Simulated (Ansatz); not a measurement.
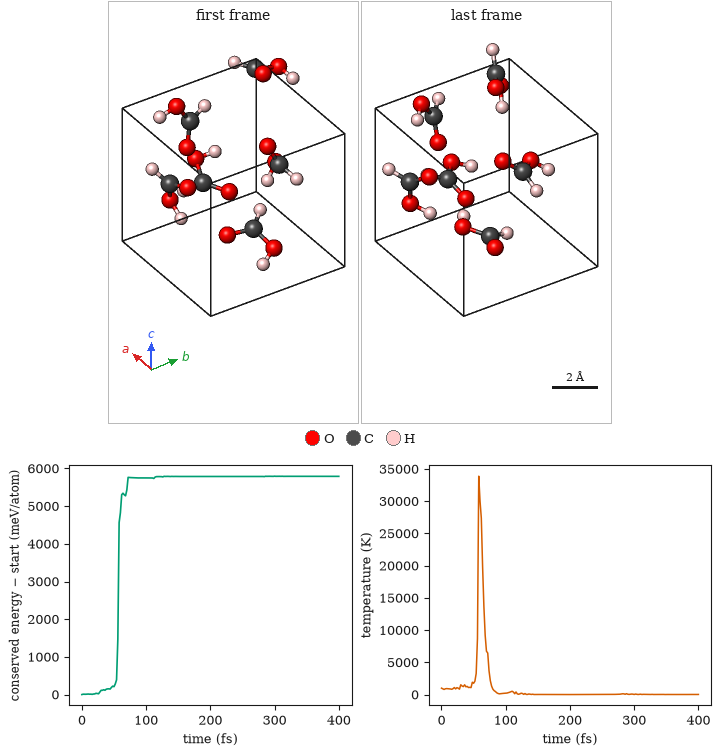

A Born-Oppenheimer molecular dynamics run of a periodic cell with 6 HCOOH at 1.213 g/cm³, 400 fs long. It starts from the last geometry of an earlier run, with fresh velocities. A ball-and-stick model of the simulation cell, seen from a free direction.

Theory: DFT PBE-D3(BJ), scalar-relativistic, plane waves, PAW in Ansatz. Run with plane-wave cutoff 420 eV; k-point mesh 1 × 1 × 1; Fermi-Dirac smearing 0.05 eV; low-accuracy preset; Nosé-Hoover thermostat (NVT); set temperature 1000 K; time step 2 fs; thermostat time 50.0 fs.

Is this trajectory numerically sound?

The conserved quantity moves between 0 and 5800 meV per atom from its start, in jumps that begin near 54 fs. The integration has failed. The time step of 2 fs is long for the fastest vibrations here (lightest element hydrogen). The temperature peaks at 33883 K, at 58 fs, and is 24 K at the end.

Limits of the set-up: the program's low-accuracy preset was used; the periodic images lie only 7.2 Å apart, so the values are limited by the cell's size.
